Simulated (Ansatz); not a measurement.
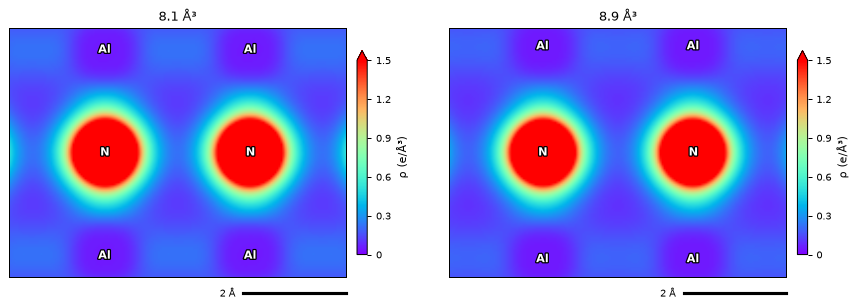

AlN. The valence charge density (pseudo) of cells scaled evenly to different volumes (given per atom above each panel), on the (11̄0) plane of each (indices in the axes of the cell below), at one length scale and on one colour scale.

A structure from a database of computed crystals, not necessarily the ambient phase.

Method: Kohn-Sham DFT of a periodic cell, r2SCAN, Ansatz PAW in Ansatz 0.2.0.

In a PAW calculation such maps are meaningful between the atoms, not at the nuclei.

The largest cell:

```yaml
crystal:
  lattice:
    - [0.00000, 2.07442, 2.07442]
    - [2.07442, 0.00000, 2.07442]
    - [2.07442, 2.07442, 0.00000]
  atoms:
    - { symbol: Al, position: [0.50000, 0.50000, 0.50000] }
    - { symbol: N, position: [0.00000, 0.00000, 0.00000] }
```

| volume (Å³/atom) | Al–N contact in the plane (Å) | ρ at its midpoint (e/Å³) | pressure (GPa) | gap on the mesh (eV) | 
| --- | --- | --- | --- | --- |
| 8.08 | 2.007 | 0.545 | 5.0 | 5.84 | 
| 8.25 | 2.021 | ? | ? | ? | 
| 8.93 | 2.074 | 0.485 | −19.1 | 4.85 | 

Question: Estimate the missing row, and compare with the calculation.

Answer: Over the known rows ln ρ falls by 1.74 per Å of Al–N distance (the line through the two), which gives 0.532 e/Å³ at 2.021 Å; the calculation gives 0.532 e/Å³. For the pressure, a straight line in volume between the neighbouring rows gives 0.2 GPa; the calculation gives −0.8, lower because pressure rises ever faster on compression. For the gap on the mesh, a straight line in volume between the neighbouring rows gives 5.64 eV; the calculation gives 5.62.
